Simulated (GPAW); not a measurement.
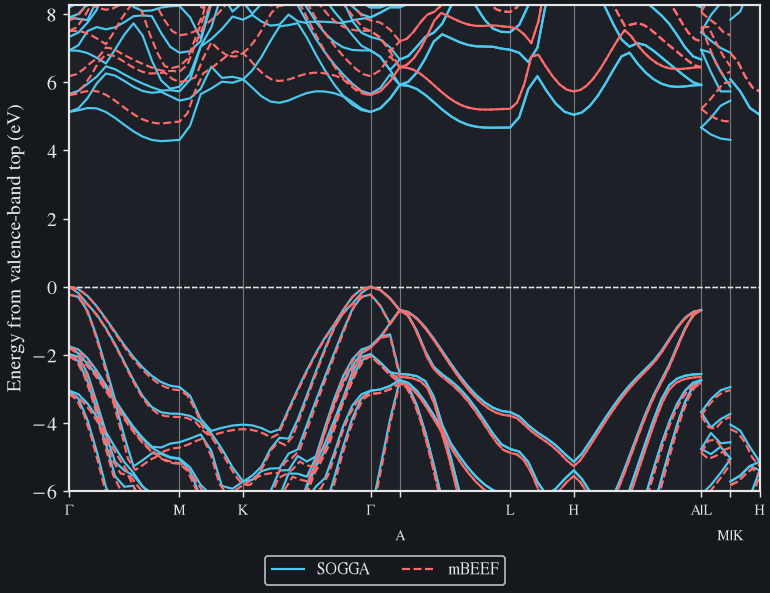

Band structures of C, space group P6_3/mmc (No. 194), 8 atoms in the cell (a = 2.522 Å, c = 8.237 Å (hexagonal axes)), by two methods on the same cell. Each is counted from its own valence-band top.

Question: What changes from one method to the other?

Answer: SOGGA gives a gap of 4.27 eV along the path and mBEEF gives a gap of 4.79 eV along the path.

Settings. SOGGA: PAW data sets generated in the run's folder for this functional, no spin polarisation, no spin-orbit coupling, 7×7×2 k mesh, 800 eV cutoff, Fermi-Dirac smearing of 0.05 eV (GPAW 26.7.0). mBEEF: GPAW PAW data sets (gpaw-data 1.2.1), no spin polarisation, no spin-orbit coupling, 7×7×2 k mesh, 800 eV cutoff, Fermi-Dirac smearing of 0.05 eV (GPAW 26.7.0).

The cell is at −6 GPa in mBEEF and −5 GPa in SOGGA. The k mesh is coarse. This is a hexagonal form of diamond, not graphite. mBEEF: the PAW data sets were made with another functional. LDA, GGA and most meta-GGA functionals understate gaps.
